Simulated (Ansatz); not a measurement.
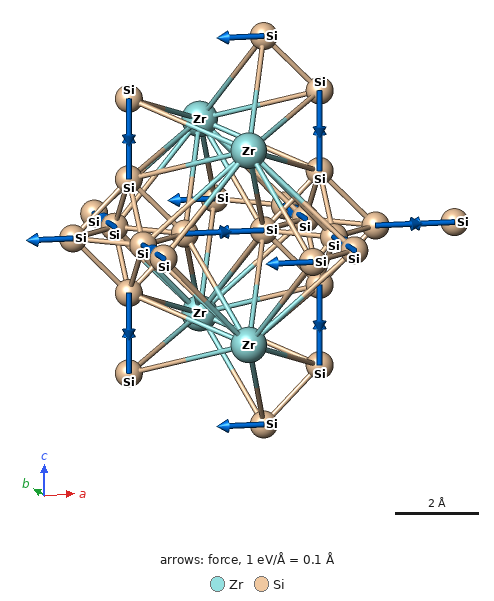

Starting geometry of crystalline ZrSi$_{6}$ (a generated structure, set up in Pm-3m) (coarse preliminary run) with the computed forces as blue arrows. The picture is a ball-and-stick view of the atoms within 5.0 Å of the atom that moves most (axes of the cell of the calculation), seen slightly off an axis.

The calculation used DFT PBE, scalar-relativistic, plane waves, PAW (Ansatz). (plane-wave cutoff 420 eV; k-point mesh 4 × 4 × 4; occupations gaussian; smearing width 0.1 eV; no spin polarisation; cell and atoms relaxed; force threshold 0.04 eV/Å; at most 70 steps)

What follows when this structure is relaxed?

It isn't relaxed: the largest force vector, on Si atoms, is 11.83 eV/Å. The atoms end up moving mostly along the starting forces (cosine between the two patterns 1.00). The energy falls by 1979 meV per atom in 7 accepted moves (9 points after the start). The largest force component goes from 12 to 0.0012 eV/Å. The pressure goes from 88.75 to 0.03 GPa. The SCF was repeated twice at an unchanged geometry on a basis and grid sized afresh for the cell, which shifted the energy by 18.0 meV per atom at most. The largest moves relative to the cell, 0.055 Å, are those of Si atoms. Zr stays in place. The volume changes by +68.8 %, with a = b = c 4.753 → 5.659 Å (+19.1 %). Among the contacts that change: Si–Zr 3.502 → 4.154 Å, Si–Si 2.785 → 3.425 Å, Si–Si 1.969 → 2.422 Å, Si–Si 1.968 → 2.233 Å. The space group stays Pm-3m (No. 221).
